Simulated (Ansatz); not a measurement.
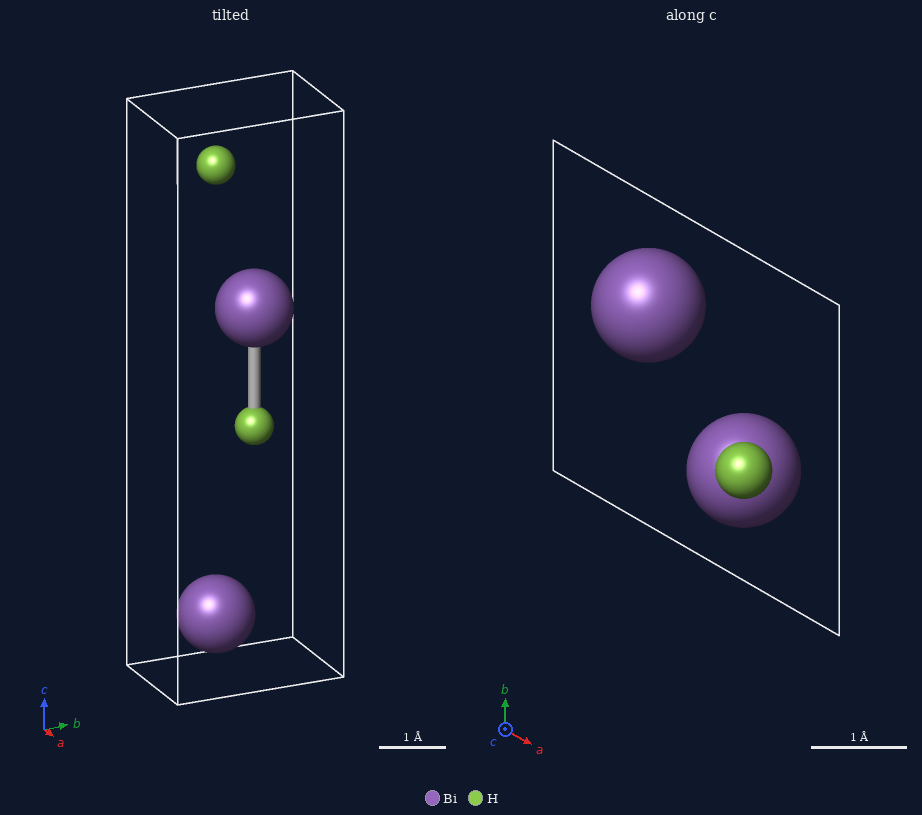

Drawn in the ball-and-stick manner and seen slightly off an axis and along the c axis. The frame is the conventional unit cell; atoms at its boundary are shown with their periodic copies. Cell: a = 3.48 Å, b = 3.48 Å, c = 8.82 Å, α = 90.00°, β = 90.00°, γ = 120.00°.

The initial geometry was a random cell made by a generator, so it need not be a real form of the compound. Earlier steps of the study, as a rule a relaxation of our own, may have changed the cell and positions, so they can lie some per cent off the listed ones. A calculation with Ansatz used it as input.

### State composition, symmetry and coordination.

The formula is BiH. The atoms follow space group P6_3mc (No. 186); the Bravais lattice is primitive hexagonal. Cell content 2 Bi, 2 H; Z = 2. About every Bi there is one H at about 1.8 Å. Each H has one Bi at about 1.8 Å. The bonds build separate BiH groups.

Calculation details: DFT PBE, scalar-relativistic, plane waves, PAW (Ansatz 0.2.0); cutoff 420 eV, k-grid 18×18×6, Gaussian smearing of 0.1 eV, no spin polarisation.

### Predict the gap.

A metal: bands cross the Fermi level.

### What are the atomic charges by Bader's partition?

Bi +0.30 e; H -0.30 e.

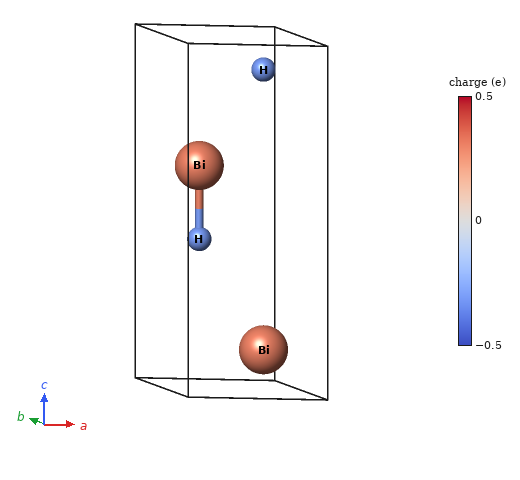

The atoms coloured by those charges. The run's cell of 4 atoms is drawn.

### Does this geometry sit at a stationary point of the energy?

Yes. All forces vanish to within 0.01 eV/Å. The pressure is 0.0 GPa, close to zero.
